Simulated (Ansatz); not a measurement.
**MoS$_{2}$: density, localisation and related maps**

```
Mo S
1.0
     5.16562    0.00000    0.00000
     0.00000    5.94807    0.00000
     0.00000    0.00000    3.10146
Mo S
2 4
Direct
  0.50000 0.50000 0.50000
  0.00000 0.00000 0.00000
  0.68469 0.13618 0.50000
  0.31531 0.86382 0.50000
  0.18469 0.36382 0.00000
  0.81531 0.63618 0.00000
```

Space group Pnnm; a structure from a database of computed crystals, not necessarily the ambient phase; started from the MgF2-58 prototype, which need not be the ambient phase; computed without spin polarisation.

Computed with DFT, PBEsol, plane waves, PAW (Ansatz 0.2.0).

The density is the valence pseudo-density of a PAW calculation; it isn't the true density close to the nuclei.

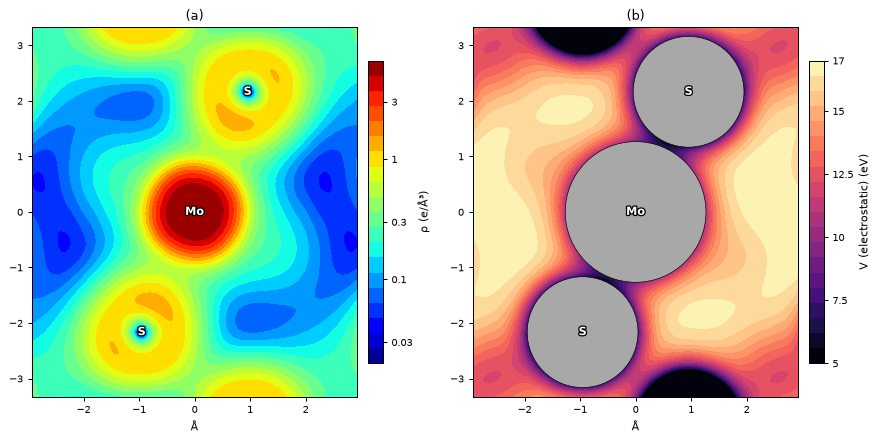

Figure 1. (a) valence pseudo-density; (b) electrostatic potential energy of an electron on the (001) plane of the conventional cell. Grey discs cover the atomic cores in the potential map.

### Describe what can be read from this map.

- Atoms in the plane: Mo and S.
- Mo–S (2.36 Å): ρ is about 0.6 e/Å³ halfway.
- Between the atoms the lowest density in this plane is 0.05 e/Å³.
- Outside the cores the potential energy rises away from the atoms and is highest about 2.0 Å from the nearest atoms; its zero is arbitrary.

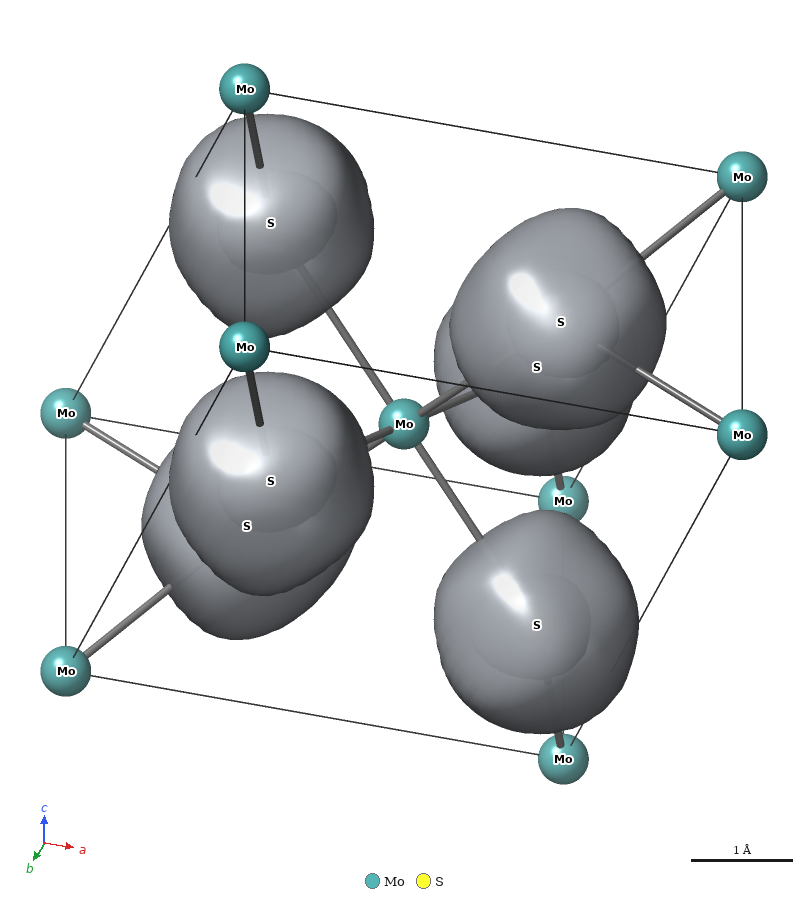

Figure 2. Isosurface of the electron localisation function at 0.7 (grey), seen at an oblique angle. Core shells and regions of very low density are left out. Sticks mark near contacts.

### Where are the electrons localised?

At this value the surface marks out four regions wrapped around S (the valence shell of each), counted in one cell of 6 atoms. Any copies at cell faces, edges or corners count once. Profiles from the grid: Mo–S (2.36 Å): the ELF peaks at about 0.90 in the valence shell of S, 0.8 Å from its nucleus, and is about 0.35 at the midpoint.
